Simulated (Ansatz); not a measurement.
**Run report: CdS, geometry relaxation**

System: CdS (F-43m, 2 atoms in the cell).
Method: DFT PBEsol, scalar-relativistic, plane waves, PAW, no spin polarisation (Ansatz 0.2.0).

The structure derives from an entry of the Crystallography Open Database.

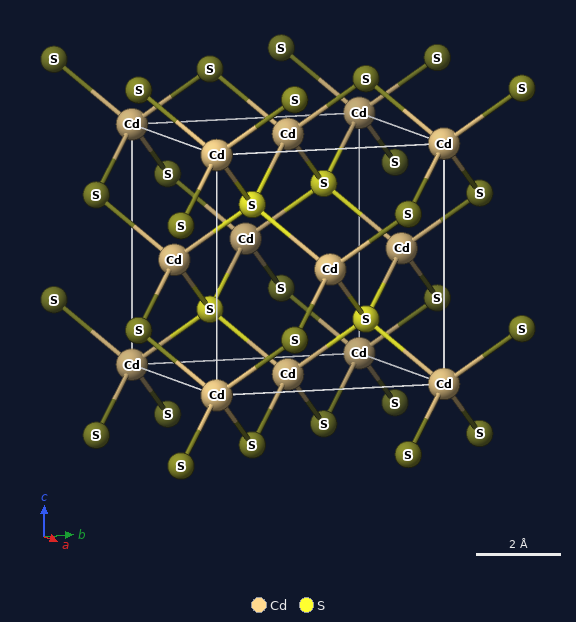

Fig. 1: The structure as given in the input (ball-and-stick view of the cell 4 times as large as that of the calculation, set on its symmetry axes, seen slightly off an axis; neighbours outside the cell are drawn fainter). An atom can appear more than once, as a periodic image.

**Input**
```yaml
crystal:
  lattice:
    - [0.0, 2.91, 2.91]
    - [2.91, 0.0, 2.91]
    - [2.91, 2.91, 0.0]
  atoms:
    - { symbol: Cd, position: [0.0, 0.0, 0.0] }
    - { symbol: S, position: [0.75, 0.75, 0.75] }
basis:
  ecutwfc: 420
kpoints:
  mp_grid: { grid: [8, 8, 8] }
hamiltonian:
  xc: pbesol
scf:
  occupations: { method: gaussian, width: 0.02 }
output:
  forces: true
  stress: true
  eigenvalues: true
  write_density: true
  write_potential: true
  elf: true
  volumetric_format: npy
relax:
  adjacent_minimum: "off"
  f_tol: 0.005
  max_steps: 80
  cell: { stress_tol: 0.05 }
```

Run as:
```bash
ansatz run input.yaml --threads 4 --pin off --max-ram 10240MiB --backend cpu --events-out ev --progress --plain --runs-dir out
```

**Log**
```
Engine: ansatz 0.2.0, aarch64-unknown-linux-gnu
Pseudopotentials: kind: paw
Pseudopotential: Cd, paw, valence charge 20, recommended cutoff 420 eV (normal), Cd.paw.azcp
Pseudopotential: S, paw, valence charge 6, recommended cutoff 420 eV (normal), S.paw.azcp
Functional definition: PBEsol
  exchange = pbesol_x
  correlation = pbesol_c
Crystal: 2 atoms, lattice volume = 49.284 Å³
Basis set: ecut = 420 eV, 941 PW (Γ), exchange–correlation on 60×60×60 points (8 copies of the dense FFT grid, shifted against one another)
Bands: 17, of which v1, the nominal top of the filled ones, is band 13 counted from 1 (12 counted from 0)
Symmetry: 24 space group operations
Space group: F-43m (ITA 216), of the structure as read, at distance tolerance 3.7e-5 Å
k-points: 29 of 512 (time reversal used)
Non-local potential: Cd, projectors of the file, l = 0: 3, l = 1: 2, l = 2: 2, l = 3: 1
Non-local potential: S, projectors of the file, l = 0: 2, l = 1: 2, l = 2: 2
PAW form: soft (Blöchl's): semilocal exchange-correlation on the pseudo side does not see the compensation charge
PAW frozen core: Cd, regenerated for the run's functional, and the local potential with it (the file was generated under x = pbe(κ = 0.804, μ = 0.2195149727645171), c = pbe(β = 0.06672455060314922))
PAW frozen core: S, regenerated for the run's functional, and the local potential with it (the file was generated under x = pbe(κ = 0.804, μ = 0.2195149727645171), c = pbe(β = 0.06672455060314922))
PAW one-centre angular grid: Cd, 590 points (default); XC on 64 Gauss nodes
PAW one-centre angular grid: S, 110 points (default); XC on 64 Gauss nodes
Initial density: superposition of atomic densities (neutral atoms: chi_scale 0, normalization atom), corrected by the library's trained network
Initial wavefunctions: pseudopotential atomic-orbital guess
Functional: x = pbesol(κ = 0.804, μ = 0.12345679012345678), c = pbesol(β = 0.046)
SCF iter   1: F=—  HF=-9070.228327 eV  |F-HF|=—  |Δ(HF+E_count)|=         —  Δρ=5.28e-3  dr2=1.85e-2  ethr=1.77e-3  ⟨swp⟩=5.8  Hψ=2517  notcnv=0
preconditioner: auto → none  [insulator: Δε(μ)=0.948 eV  Ē_g=12.256 eV  σ=0.020 eV  W_gap=1.00  n_scr=14 (ndim 8)  ℏωp=22.4 eV  f_vac=0.127  D(μ)=0.00/eV (n_scr^D=0)  ε∞_Penn≈4.4]
SCF iter   2: F=—  HF=-9070.222991 eV  |F-HF|=—  |Δ(HF+E_count)|=   5.34e-3  Δρ=1.08e-3  dr2=3.21e-4  ethr=7.13e-5  ⟨swp⟩=2.7  Hψ=1104  notcnv=0
SCF iter   3: F=—  HF=-9070.222972 eV  |F-HF|=—  |Δ(HF+E_count)|=   1.94e-5  Δρ=4.94e-4  dr2=6.15e-5  ethr=1.24e-6  ⟨swp⟩=2.0  Hψ=736  notcnv=0
SCF iter   4: F=—  HF=-9070.222978 eV  |F-HF|=—  |Δ(HF+E_count)|=   6.04e-6  Δρ=2.37e-4  dr2=2.40e-5  ethr=2.37e-7  ⟨swp⟩=2.0  Hψ=723  notcnv=0
SCF iter   5: F=—  HF=-9070.222973 eV  |F-HF|=—  |Δ(HF+E_count)|=   4.55e-6  Δρ=2.11e-5  dr2=1.61e-7  ethr=9.23e-8  ⟨swp⟩=2.1  Hψ=751  notcnv=0
SCF iter   6: F=-9070.222974 eV  HF=-9070.222974 eV  |F-HF|=8.76e-9  |Δ(HF+E_count)|=   1.10e-7  Δρ=5.35e-6  dr2=9.03e-9  ethr=3.85e-10  ⟨swp⟩=8.8  Hψ=3194  notcnv=0
SCF 1 converged in 6 iterations: F = -9070.222974 eV  dr2 = 9.03e-9
  greatest PAW one-centre occupation: 1.000 electrons in one spin orbital (limit 2), on the Cd atom at site 0 (counted from 0), in its partial waves of l = 0
relax step   1: F+E_penalty+E_count = -9070.22297354 eV  Δ(F+E_penalty+E_count) = +0.000e0 eV  max|allowed force component| = 1.434e-16 eV/Å  Δτ_max = 0.0000 Å  P = +0.138 GPa  Ω = 49.284 Å³  (6 SCF iters, dr2 threshold 1.00e-7 eV, accepted)
Crystal: 2 atoms, lattice volume = 49.391 Å³
Initial density: handed on by an earlier stage of this run
Initial wavefunctions: those handed on with the density
iter 1 solved again at ethr=1.62e-8 eV; its pass at ethr=3.10e-3 eV (dr2=4.21e-6 eV) is discarded
SCF iter   1: F=—  HF=-9070.223011 eV  |F-HF|=—  |Δ(HF+E_count)|=         —  Δρ=6.38e-5  dr2=2.66e-6  ethr=1.62e-8  ⟨swp⟩=2.0  Hψ=2897  notcnv=0
preconditioner: auto → none  [insulator: Δε(μ)=1.012 eV  Ē_g=12.282 eV  σ=0.020 eV  W_gap=1.00  n_scr=14 (ndim 8)  ℏωp=22.4 eV  f_vac=0.121  D(μ)=0.00/eV (n_scr^D=0)  ε∞_Penn≈4.3]
SCF iter   2: F=—  HF=-9070.223006 eV  |F-HF|=—  |Δ(HF+E_count)|=   4.62e-6  Δρ=2.29e-5  dr2=3.26e-7  ethr=1.02e-8  ⟨swp⟩=2.0  Hψ=754  notcnv=0
SCF iter   3: F=—  HF=-9070.223006 eV  |F-HF|=—  |Δ(HF+E_count)|=   7.52e-9  Δρ=1.33e-5  dr2=7.61e-8  ethr=1.84e-10  ⟨swp⟩=8.3  Hψ=2874  notcnv=0
SCF iter   4: F=-9070.223006 eV  HF=-9070.223006 eV  |F-HF|=2.58e-10  |Δ(HF+E_count)|=   1.51e-8  Δρ=2.57e-6  dr2=2.58e-9  ethr=1.84e-10  ⟨swp⟩=7.9  Hψ=2969  notcnv=0
SCF 2 converged in 4 iterations: F = -9070.223006 eV  dr2 = 2.58e-9
relax step   2: F+E_penalty+E_count = -9070.22300595 eV  Δ(F+E_penalty+E_count) = -3.241e-5 eV  max|allowed force component| = 4.626e-17 eV/Å  Δτ_max = 0.0000 Å  P = +0.005 GPa  Ω = 49.391 Å³  energy of the carried Pulay correction = -1.526e-5 eV  (4 SCF iters, dr2 threshold 4.77e-8 eV, accepted)
Initial wavefunctions: pseudopotential atomic-orbital guess (no wavefunctions were taken with the density)
iter 1 solved again at ethr=1.15e-7 eV; its pass at ethr=3.10e-3 eV (dr2=3.00e-5 eV) is discarded
SCF iter   1: F=—  HF=-9070.223008 eV  |F-HF|=—  |Δ(HF+E_count)|=         —  Δρ=6.53e-6  dr2=6.65e-9  ethr=1.15e-7  ⟨swp⟩=3.0  Hψ=3786  notcnv=0
eigensolver tolerance schedule: the retry pair's looser diagonalisation over-reported the residual by 4509.94 of it (diagonalisation noise at 0.20 of the residual, at the tolerance the schedule requests for it); recorded, not acted on — ethr = c·dr2/N_el stays at c = 1.0e-1
SCF iter   2: F=—  HF=-9070.223028 eV  |F-HF|=—  |Δ(HF+E_count)|=   1.94e-5  Δρ=2.52e-6  dr2=1.40e-9  ethr=2.56e-11  ⟨swp⟩=2.3  Hψ=902  notcnv=0
SCF iter   3: F=—  HF=-9070.223028 eV  |F-HF|=—  |Δ(HF+E_count)|=  3.71e-10  Δρ=1.16e-6  dr2=1.86e-10  ethr=5.37e-12  ⟨swp⟩=2.0  Hψ=688  notcnv=0
SCF iter   4: F=—  HF=-9070.223028 eV  |F-HF|=—  |Δ(HF+E_count)|=  2.04e-10  Δρ=2.13e-7  dr2=3.34e-11  ethr=1.00e-12  ⟨swp⟩=2.2  Hψ=847  notcnv=0
SCF iter   5: F=-9070.223028 eV  HF=-9070.223028 eV  |F-HF|=3.64e-12  |Δ(HF+E_count)|=  3.64e-12  Δρ=5.59e-8  dr2=1.51e-12  ethr=1.00e-12  ⟨swp⟩=5.0  Hψ=1872  notcnv=0
SCF 3 converged in 5 iterations: F = -9070.223028 eV  dr2 = 1.51e-12
relax step   3: F+E_penalty+E_count = -9070.22302783 eV  Δ(F+E_penalty+E_count) = -2.189e-5 eV  max|allowed force component| = 6.245e-17 eV/Å  Δτ_max = 0.0000 Å  P = +0.005 GPa  Ω = 49.391 Å³  stress off target by 4.66e-3 GPa  SCF on the basis re-selected at this cell (its energy is not comparable with the rows above)  (5 SCF iters)
```

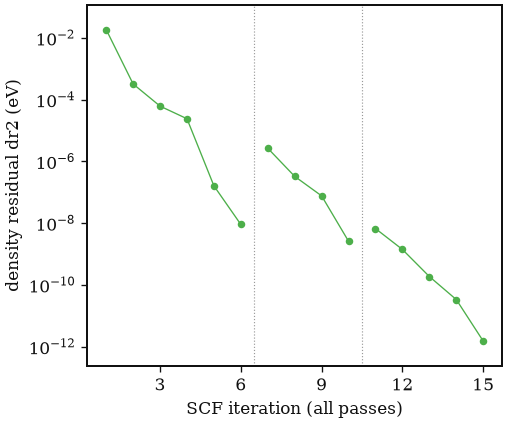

Fig. 2: Convergence of the self-consistent field: density residual dr2 against the SCF iteration. The dotted lines part the SCF passes of the relaxation: geometry steps, rejected trials and re-solves on a re-selected basis. The passes take 6, 4 and 5 iterations.

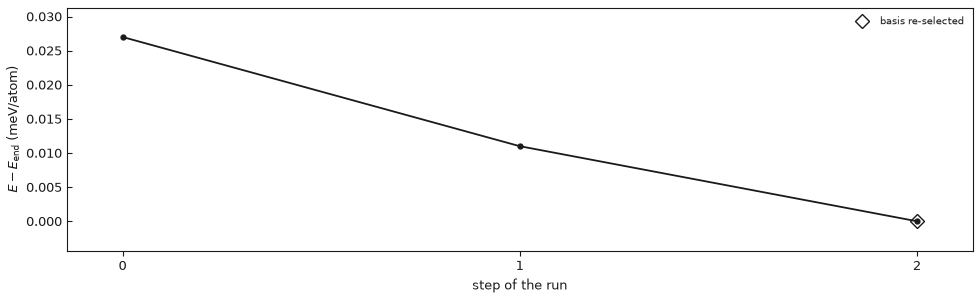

Fig. 3: Progress of the relaxation, step by step (the first geometry is step 0 here and step 1 in the log). The atoms keep their places relative to the cell (all moves are under 0.005 Å). Cell: a = b = c 5.820 → 5.824 Å (+0.1 %). Volume +0.2 %. The space group stays F-43m (No. 216). Over 1 geometry step the energy falls by next to nothing (0.0 meV per atom). All forces vanish by symmetry, so only the cell relaxes. The pressure goes from 0.14 to 0.00 GPa. A last SCF at the same geometry on a re-selected plane-wave basis shifts the energy by next to nothing (0.0 meV per atom).

```
basis re-selected at this cell: Δ(F+E_penalty+E_count) = -2.189e-5 eV, ΔP = -0.000 GPa vs the last step (what re-selecting the basis moved, of the pressure what is left beyond the Pulay correction that the steps carried, after the strain that the cell walked since its last selection, with what the two solves' SCF thresholds leave and, on support functions, any second-order correction that the steps lacked; it is no measure of the basis error at this ecutwfc). This SCF's stress stands 4.66e-3 GPa from its target on what of the cell is left free (relax.cell.stress_tol is 5.00e-2 GPa) and its largest allowed force component is 6.25e-17 eV/Å (relax.f_tol is 5.00e-3 eV/Å): within both
SCF converged after 5 iterations
Free energy (F): -9070.223028 eV
Harris-Foulkes:  -9070.223028 eV  (|F-HF|=3.64e-12)
Internal energy: -9070.223028 eV  (E = F + TS)
E sigma→0 (E₀):  -9070.223028 eV
Fermi energy:    7.374683 eV
--- Per-component energies (eV) ---
  E_band       = -507.637800
  E_kinetic    = 611.341127
  E_local      = -4006.054275  (includes V_loc(G=0)·N_el)
  E_nonlocal   = 65.412104
  E_hartree    = 1837.225444
  E_xc         = -271.274855
  E_vxc        = -308.008687  (∫ρ·V_xc dr)
  E_paw        = -4598.206305  (= ΣΔE_a)
  E_vpaw       = -544.779003  (= ΣTr[D̂ρ^β])
  E_aug_tail   = 0.000015  (compensation charges beyond the density's cutoff)
  E_ewald      = -2709.070191
  E_core_change = 0.403909  (= ΣΔE_core)
  E_smearing   = -0.000000  (= −TS)
  E_closure    = -0.000000  (closes the sum)
  Σ components = -9070.223028   (vs F -9070.223028, Δ=0.00e0)
--- Forces (eV/Å), atoms counted from 1 ---
  atom   1  Cd    -0.00000000    -0.00000000     0.00000000
  atom   2  S      0.00000000    -0.00000000    -0.00000000
  max |Σ_I F_I| component: 5.26e-17 eV/Å
--- Stress (GPa, compression-positive) ---
        0.004659      -0.000000       0.000000
       -0.000000       0.004659       0.000000
        0.000000       0.000000       0.004659
  P = ⅓ Tr σ = 0.0047 GPa (0.047 kbar)
--- Band table (eV; the first three rows and the last of 29) ---
  k-point 0: bands = ["-94.3358", "-55.4381", "-55.4381", "-55.4381", "-5.5387", "-0.8730", "-0.8730", "-0.8730", "-0.3785", "-0.3785", "6.8684", "6.8684", "6.8684", "7.8805", "13.2870", "13.2870", "13.2870"]
  k-point 1: bands = ["-94.3358", "-55.4382", "-55.4381", "-55.4381", "-5.4741", "-0.8499", "-0.8499", "-0.8204", "-0.3797", "-0.3797", "5.8072", "6.7432", "6.7432", "8.7473", "13.0166", "13.4882", "13.4882"]
  k-point 2: bands = ["-94.3358", "-55.4384", "-55.4381", "-55.4381", "-5.3168", "-0.8000", "-0.8000", "-0.6283", "-0.3745", "-0.3745", "4.3194", "6.4618", "6.4618", "9.5395", "13.0155", "13.7968", "13.7968"]
  k-point 28: bands = ["-94.3358", "-55.4386", "-55.4385", "-55.4383", "-4.9588", "-0.6378", "-0.6141", "-0.4204", "-0.3724", "0.2645", "2.8883", "4.5347", "4.6267", "12.1619", "12.2501", "13.9702", "14.7304"]
--- Relaxed structure (2 steps of the walk, 2 accepted, 1 SCFs on fresh bases) ---
  F+E_penalty+E_count = -9070.22302783 eV   max|allowed force component| = 6.245e-17 eV/Å   (the final SCF, on the basis selected at the relaxed cell)
  cell:  # Å, volume = 49.3910 Å³
    - [1.3884888789640483e-33, 2.9120980276633577, 2.9120980276633577]
    - [2.9120980276633577, 2.904362058750486e-33, 2.9120980276633577]
    - [2.9120980276633577, 2.9120980276633577, 3.3247302514643725e-33]
  atoms:
    - { symbol: Cd, position: [7.17673636922649e-34, -6.956125837223371e-34, -7.162948210976295e-34] }
    - { symbol: S, position: [0.75, 0.75, 0.75] }
```

**Trajectory as extended XYZ (Å, eV, eV/Å), 3 frames, from step=1 to step=3**
```
2
Lattice="0.0000 2.9100 2.9100 2.9100 0.0000 2.9100 2.9100 2.9100 0.0000" Properties=species:S:1:pos:R:3:forces:R:3 step=1 energy=-9070.22297 pressure_GPa=0.14
Cd    0.0000    0.0000    0.0000    0.0000   0.0000   0.0000
S     4.3650    4.3650    4.3650    0.0000   0.0000   0.0000
2
Lattice="0.0000 2.9121 2.9121 2.9121 0.0000 2.9121 2.9121 2.9121 0.0000" Properties=species:S:1:pos:R:3:forces:R:3 step=2 energy=-9070.22301 pressure_GPa=0.00
Cd    0.0000    0.0000    0.0000    0.0000   0.0000   0.0000
S     4.3681    4.3681    4.3681    0.0000   0.0000   0.0000
2
Lattice="0.0000 2.9121 2.9121 2.9121 0.0000 2.9121 2.9121 2.9121 0.0000" Properties=species:S:1:pos:R:3:forces:R:3 step=3 energy=-9070.22303 pressure_GPa=0.00
Cd    0.0000    0.0000    0.0000    0.0000   0.0000   0.0000
S     4.3681    4.3681    4.3681    0.0000   0.0000   0.0000
```

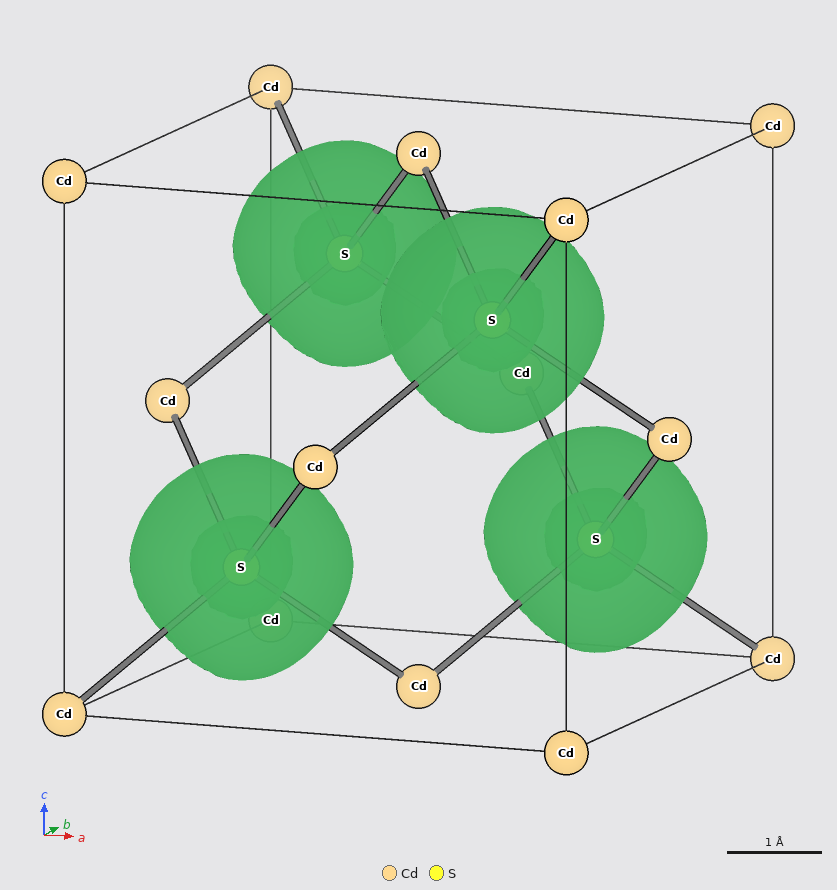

Fig. 4: Isosurface of the electron localisation function at 0.7 (green), seen slightly off an axis. Only the valence region is drawn (cores and ρ < 0.01 e/Å³ removed). Sticks mark near contacts. The outline is the cell set on symmetry axes. Values along the shortest contacts: Cd–S (2.52 Å): the ELF is about 0.35 at the midpoint. The fields are those of the smooth PAW valence density.

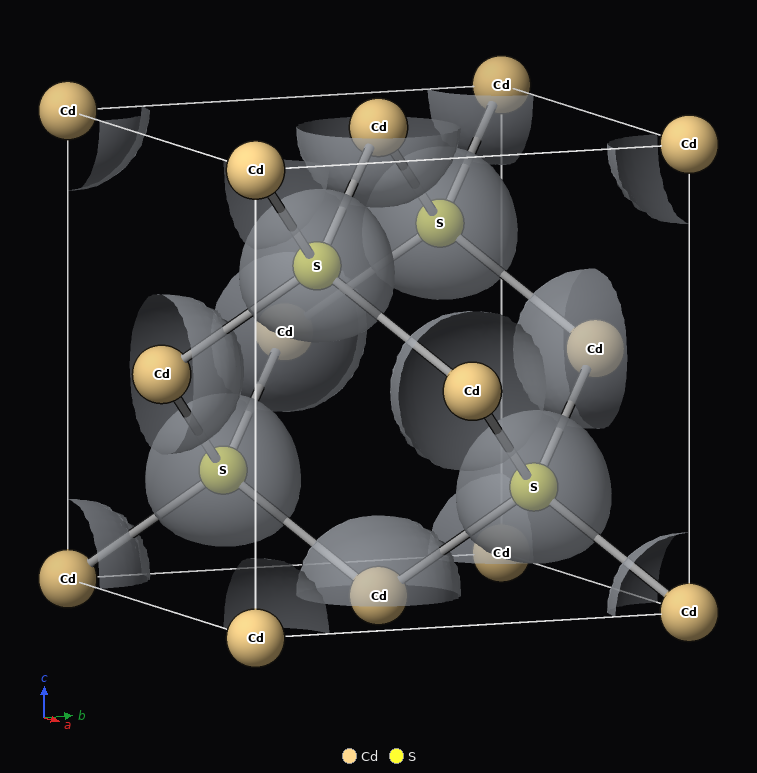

Fig. 5: Isosurface of the valence electron density at 0.6 e/Å³ (grey), seen slightly off an axis. Sticks mark near contacts. The outline is the cell set on symmetry axes. At this value the density breaks into separate islands; it holds about 75 % of the electrons treated as valence (semicore included). It is pinched off along the Cd–S (2.52 Å) contacts. On the grid the lowest density along these lines, outside the cores, is 0.42 e/Å³ (Cd–S, 2.52 Å).

**Summary**

| quantity | value |
| --- | --- |
| outcome | converged |
| space group (tolerance 0.01 Å) | F-43m (216) |
| electrons treated | 26 |
| free energy | −9070.2230 eV |
| Fermi energy | 7.375 eV |
| gap on the k-point mesh | 1.01 eV |
| pressure | 0.00 GPa |
| final volume | 49.39 Å³ |
| largest force (length of the vector) at the end | under 0.001 eV/Å |
| final cell | a = 4.118 Å, b = 4.118 Å, c = 4.118 Å, α = 60.00°, β = 60.00°, γ = 60.00° |
| hardware | 4 threads of Arm Neoverse V1, 24 GiB of memory available, shared host |
| wall time | 2.6 s (CPU time 9.1 s) |
| peak memory | 0.35 GiB |
